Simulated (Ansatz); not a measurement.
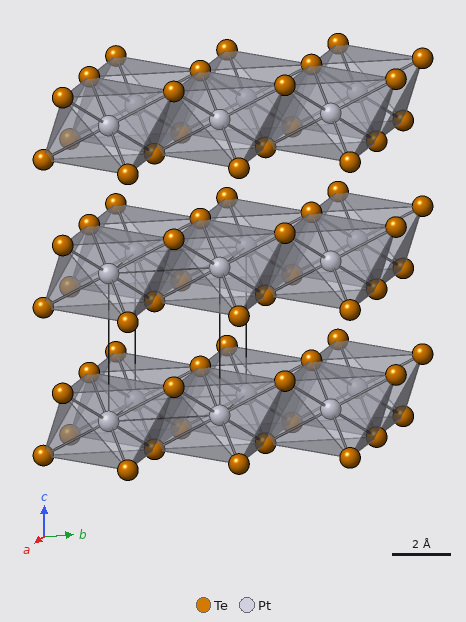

Figure 1. The structure (polyhedral view of the cell of the calculation, repeated 1 × 2 × 2, seen slightly off an axis; polyhedra are completed across the faces of the cell).

# Single-point calculation of PtTe₂ (part 1 of 2)

- system: PtTe₂ (P-3m1, 3 atoms in the cell)
- method: DFT r2SCAN+U, scalar-relativistic, plane waves, PAW, Ueff = 1 eV on Pt atom 3 d, spin-polarised (Ansatz 0.2.0)

The structure derives from an entry of the Crystallography Open Database. It belongs to a series of runs on one base structure; here: from atoms, default search. Figures and captions count atoms from 1; the log counts them from 0 in places.

What the program printed
```
Warning: where an SCF of this run starts from atoms to list the orders of its open shells, Pt (site 2, from 0) starts with 1.00 μB on its 5d shell and 1.00 μB on its 6s shell, in the place of the 4.00 μB that the deck gives it: its open shells can hold no more by Hund's first rule. To start from spheres of the given moment, type scf.initial_density.shell_occupations: []
Te: projections on atomic orbitals take those of the free atom [Kr] 4d10 5s2 5p4, of charge +0.00 (hamiltonian.pseudopotentials.projection_atoms); the dataset's partial waves leave at most 7.8e-6 of an orbital's norm unspanned inside its sphere
Pt: projections on atomic orbitals take those of the free atom [Kr 4d10 4f14] 5s2 5p6 5d9 6s1, of charge +0.00 (hamiltonian.pseudopotentials.projection_atoms); the dataset's partial waves leave at most 9.1e-5 of an orbital's norm unspanned inside its sphere
Engine: ansatz 0.2.0, x86_64-unknown-linux-gnu
Pseudopotentials: kind: paw
Pseudopotential: Te, paw, valence charge 16, recommended cutoff 500 eV (meta_gga), Te.paw.azcp
Pseudopotential: Pt, paw, valence charge 18, recommended cutoff 500 eV (meta_gga), Pt.paw.azcp
Functional definition: r2SCAN
  parameter k0 = 0.174
  parameter k1 = 0.065
  parameter a1 = 4.9479
  exchange = r2scan_x(k0 = k0, k1 = k1, a1 = a1)
  correlation = r2scan_c
Crystal: 3 atoms, lattice volume = 72.871 Å³
Basis set: ecut = 500 eV, 1849 PW (Γ), exchange–correlation on 120×120×160 points (64 copies of the dense FFT grid, shifted against one another)
Bands: 33, of which v1, the nominal top of the filled ones, is band 25 counted from 1 (24 counted from 0)
Symmetry: 12 space group operations
Space group: P-3m1 (ITA 164), of the structure as read, at distance tolerance 4.2e-5 Å
Magnetic group: BNS 164.85 (UNI 1315), of the structure as read, at distance tolerance 4.2e-5 Å
k-points: 24 of 144
Non-local potential: Te, projectors of the file, l = 0: 2, l = 1: 2, l = 2: 2, l = 3: 2
Non-local potential: Pt, projectors of the file, l = 0: 3, l = 1: 2, l = 2: 2, l = 3: 1
PAW form: soft (Blöchl's): semilocal exchange-correlation on the pseudo side does not see the compensation charge
PAW frozen core: Te, regenerated for the run's functional (the file was generated under x = pbe(κ = 0.804, μ = 0.2195149727645171), c = pbe(β = 0.06672455060314922))
PAW frozen core: Pt, regenerated for the run's functional (the file was generated under x = pbe(κ = 0.804, μ = 0.2195149727645171), c = pbe(β = 0.06672455060314922))
PAW one-centre angular grid: Te, 590 points (default); XC on 160 Gauss nodes
PAW one-centre angular grid: Pt, 590 points (default); XC on 160 Gauss nodes
Initial density: superposition of atomic densities (chi_scale 0.1, normalization cell)
Starting moments: Σ|m| = 4 μB on 1 of 3 sites
Initial wavefunctions: pseudopotential atomic-orbital guess
Functional: x = r2scan, c = r2scan; τ floored in thin density (d = 2e-4 eV/Å³)
iter 1 solved again at ethr=2.52e-3 eV; its pass at ethr=3.10e-3 eV (dr2=1.26e0 eV) is discarded
SCF iter   1: F=—  HF=-26524.440046 eV  |F-HF|=—  |Δ(HF+E_count)|=         —  Δρ=1.10e-1 (↑1.10e-1 ↓8.35e-2)  dr2=1.26e0  dr2_τ=5.98e-1  dr2_m=5.99e0  M=0.379 μB ∫|m|=1.053 μB  β_m=0.30  ethr=2.52e-3  ⟨swp⟩=1.1  Hψ=9272  notcnv=0
preconditioner: auto → Resta (q_TF=auto, 2.562 Å⁻¹)  ε∞=4.1  [insulator: Δε(μ)=0.126 eV  Ē_g=11.504 eV  σ=0.050 eV  W_gap=0.91  n_scr=22 (ndim 8)  ℏωp=20.4 eV  f_vac=0.007  D(μ)=0.43/eV (n_scr^D=0)  ε∞_Penn≈4.1]
spin=Collinear: Resta preconditioning applied to the charge; magnetization (m = ρ↑ − ρ↓) channel mixes plain (no charge-response kernel on spin).
SCF iter   2: F=—  HF=-26525.341171 eV  |F-HF|=—  |Δ(HF+E_count)|=   9.01e-1  Δρ=7.55e-2 (↑7.55e-2 ↓6.88e-2)  dr2=2.63e-1  dr2_τ=5.71e-2  dr2_m=3.36e0  M=0.330 μB ∫|m|=0.785 μB  β_m=0.30  ethr=2.52e-3  ⟨swp⟩=2.3  Hψ=2115  notcnv=0  κ⁻¹=1.0e0(r=1)
SCF iter   3: F=—  HF=-26526.143853 eV  |F-HF|=—  |Δ(HF+E_count)|=   8.03e-1  Δρ=5.37e-2 (↑5.35e-2 ↓5.37e-2)  dr2=1.21e-1  dr2_τ=2.77e-2  dr2_m=1.87e0  M=0.266 μB ∫|m|=0.625 μB  β_m=0.30  ethr=5.27e-4  ⟨swp⟩=2.0  Hψ=2226  notcnv=0  defer=72  κ⁻¹=1.3e-2(r=2)
SCF iter   4: F=—  HF=-26526.609329 eV  |F-HF|=—  |Δ(HF+E_count)|=   4.65e-1  Δρ=4.04e-2 (↑4.04e-2 ↓3.83e-2)  dr2=9.81e-3  dr2_τ=1.39e-2  dr2_m=1.03e0  M=0.168 μB ∫|m|=0.546 μB  β_m=0.30  ethr=2.42e-4  ⟨swp⟩=3.0  Hψ=2625  notcnv=0  defer=100  κ⁻¹=2.4e-4(r=3)
SCF iter   5: F=—  HF=-26526.864148 eV  |F-HF|=—  |Δ(HF+E_count)|=   2.55e-1  Δρ=2.96e-2 (↑2.95e-2 ↓2.96e-2)  dr2=1.93e-3  dr2_τ=7.71e-3  dr2_m=5.82e-1  M=0.128 μB ∫|m|=0.447 μB  β_m=0.30  ethr=1.96e-5  ⟨swp⟩=1.8  Hψ=2052  notcnv=0  defer=100  κ⁻¹=1.3e-4(r=4)
SCF iter   6: F=—  HF=-26527.009135 eV  |F-HF|=—  |Δ(HF+E_count)|=   1.45e-1  Δρ=2.21e-2 (↑2.21e-2 ↓2.19e-2)  dr2=1.62e-4  dr2_τ=4.01e-3  dr2_m=3.24e-1  M=0.125 μB ∫|m|=0.365 μB  β_m=0.30  ethr=3.86e-6  ⟨swp⟩=2.3  Hψ=2804  notcnv=0  defer=100  κ⁻¹=6.2e-5(r=5)
SCF iter   7: F=—  HF=-26527.090878 eV  |F-HF|=—  |Δ(HF+E_count)|=   8.17e-2  Δρ=1.69e-2 (↑1.64e-2 ↓1.69e-2)  dr2=4.97e-4  dr2_τ=2.39e-3  dr2_m=1.85e-1  M=0.109 μB ∫|m|=0.299 μB  β_m=0.36  ethr=3.25e-7  ⟨swp⟩=3.0  Hψ=3173  notcnv=0  defer=98
Mixer restart at iter 7: flushing history
spin-set hold released at iteration 7 (site moments contracting): the magnetisation degrees of freedom join the quasi-Newton model from the next iteration; the mixer history was flushed
SCF iter   8: F=—  HF=-26527.147574 eV  |F-HF|=—  |Δ(HF+E_count)|=   5.67e-2  Δρ=1.23e-2 (↑1.19e-2 ↓1.23e-2)  dr2=4.98e-4  dr2_τ=1.54e-3  dr2_m=9.76e-2  M=0.063 μB ∫|m|=0.234 μB  β_m=1.20  ethr=3.25e-7  ⟨swp⟩=3.0  Hψ=3077  notcnv=0  defer=98  κ⁻¹=1.0e0(r=1)
SCF iter   9: F=—  HF=-26527.212329 eV  |F-HF|=—  |Δ(HF+E_count)|=   6.48e-2  Δρ=5.59e-4 (↑5.31e-4 ↓5.59e-4)  dr2=1.61e-4  dr2_τ=2.56e-5  dr2_m=1.66e-4  M=-0.003 μB ∫|m|=0.029 μB  β_m=0.33  ethr=3.25e-7  ⟨swp⟩=3.7  Hψ=4401  notcnv=0  defer=98  κ⁻¹=5.6e-3(r=2)
SCF iter  10: F=—  HF=-26527.214463 eV  |F-HF|=—  |Δ(HF+E_count)|=   2.13e-3  Δρ=3.83e-4 (↑3.83e-4 ↓3.63e-4)  dr2=2.23e-5  dr2_τ=9.43e-7  dr2_m=8.64e-5  M=-0.002 μB ∫|m|=0.025 μB  β_m=0.30  ethr=3.21e-7  ⟨swp⟩=2.0  Hψ=2925  notcnv=0  defer=122  κ⁻¹=1.3e-3(r=3)
SCF iter  11: F=—  HF=-26527.216630 eV  |F-HF|=—  |Δ(HF+E_count)|=   2.17e-3  Δρ=2.01e-4 (↑1.61e-4 ↓2.01e-4)  dr2=1.24e-5  dr2_τ=2.17e-6  dr2_m=2.08e-5  M=-0.002 μB ∫|m|=0.010 μB  β_m=0.50  ethr=4.45e-8  ⟨swp⟩=2.6  Hψ=2830  notcnv=0  defer=122  κ⁻¹=2.2e-4(r=4)
SCF iter  12: F=—  HF=-26527.216860 eV  |F-HF|=—  |Δ(HF+E_count)|=   2.29e-4  Δρ=8.46e-5 (↑8.46e-5 ↓8.05e-5)  dr2=7.38e-7  dr2_τ=1.58e-7  dr2_m=4.43e-6  M=-0.002 μB ∫|m|=0.004 μB  β_m=1.20  ethr=2.47e-8  ⟨swp⟩=2.4  Hψ=2738  notcnv=0  defer=122  κ⁻¹=8.4e-5(r=5)
SCF iter  13: F=—  HF=-26527.216875 eV  |F-HF|=—  |Δ(HF+E_count)|=   1.54e-5  Δρ=3.05e-5 (↑2.37e-5 ↓3.05e-5)  dr2=2.65e-7  dr2_τ=3.92e-8  dr2_m=4.43e-7  M=-0.001 μB ∫|m|=0.001 μB  β_m=0.36  ethr=1.48e-9  ⟨swp⟩=3.0  Hψ=3164  notcnv=0  defer=122  κ⁻¹=2.4e-6(r=6)
SCF iter  14: F=—  HF=-26527.216876 eV  |F-HF|=—  |Δ(HF+E_count)|=   1.05e-6  Δρ=1.18e-5 (↑1.18e-5 ↓1.07e-5)  dr2=8.38e-8  dr2_τ=1.41e-9  dr2_m=6.56e-8  M=-0.000 μB ∫|m|=0.001 μB  β_m=0.34  ethr=2.00e-10  ⟨swp⟩=15.0  Hψ=12253  notcnv=0  κ⁻¹=2.1e-7(r=7)
iter 15 did not close the SCF: its close was put off for a magnetic moment that had not settled (scf_convergence_deferred on its scf_iter line)
SCF iter  15: F=-26527.216877 eV  HF=-26527.216877 eV  |F-HF|=6.08e-9  |Δ(HF+E_count)|=   5.17e-7  Δρ=3.24e-6 (↑2.38e-6 ↓3.24e-6)  dr2=1.23e-8  dr2_τ=3.19e-10  dr2_m=3.65e-9  M=0.000 μB ∫|m|=0.000 μB  β_m=0.30  ethr=1.68e-10  ⟨swp⟩=9.9  Hψ=10121  notcnv=0  κ⁻¹=1.5e-8(r=8)
iter 16 did not close the SCF: its close was put off for a magnetic moment that had not settled (scf_convergence_deferred on its scf_iter line)
SCF iter  16: F=-26527.216877 eV  HF=-26527.216877 eV  |F-HF|=3.79e-9  |Δ(HF+E_count)|=   5.77e-9  Δρ=2.21e-6 (↑1.69e-6 ↓2.21e-6)  dr2=4.10e-9  dr2_τ=9.51e-11  dr2_m=1.92e-9  M=-0.000 μB ∫|m|=0.000 μB  β_m=0.30  ethr=2.46e-11  ⟨swp⟩=5.6  Hψ=8269  notcnv=0  κ⁻¹=9.2e-9(r=8)
iter 17 did not close the SCF: its close was put off for a magnetic moment that had not settled (scf_convergence_deferred on its scf_iter line)
SCF iter  17: F=-26527.216877 eV  HF=-26527.216877 eV  |F-HF|=4.07e-10  |Δ(HF+E_count)|=   4.70e-9  Δρ=5.48e-7 (↑4.60e-7 ↓5.48e-7)  dr2=3.56e-10  dr2_τ=4.88e-12  dr2_m=1.06e-10  M=0.000 μB ∫|m|=0.000 μB  β_m=0.37  ethr=8.19e-12  ⟨swp⟩=5.1  Hψ=8124  notcnv=0  κ⁻¹=6.5e-7(r=8)
SCF iter  18: F=-26527.216877 eV  HF=-26527.216877 eV  |F-HF|=1.49e-10  |Δ(HF+E_count)|=  3.82e-10  Δρ=3.14e-7 (↑2.79e-7 ↓3.14e-7)  dr2=8.56e-11  dr2_τ=2.35e-12  dr2_m=4.48e-11  M=0.000 μB ∫|m|=0.000 μB  ethr=1.00e-12  ⟨swp⟩=4.9  Hψ=7682  notcnv=0
SCF 1 converged in 18 iterations: F = -26527.216877 eV  dr2 = 8.56e-11
  greatest PAW one-centre occupation: 1.000 electrons in one spin orbital (limit 2), on the Pt atom at site 2 (counted from 0), in its partial waves of l = 0
Symmetry: 1 space group operations
k-points: 76 of 144 (time reversal used)
Starting moments: Σ|m| = 3 μB on 1 of 3 sites
iter 1 solved again at ethr=1.95e-3 eV; its pass at ethr=3.10e-3 eV (dr2=9.76e-1 eV) is discarded
```
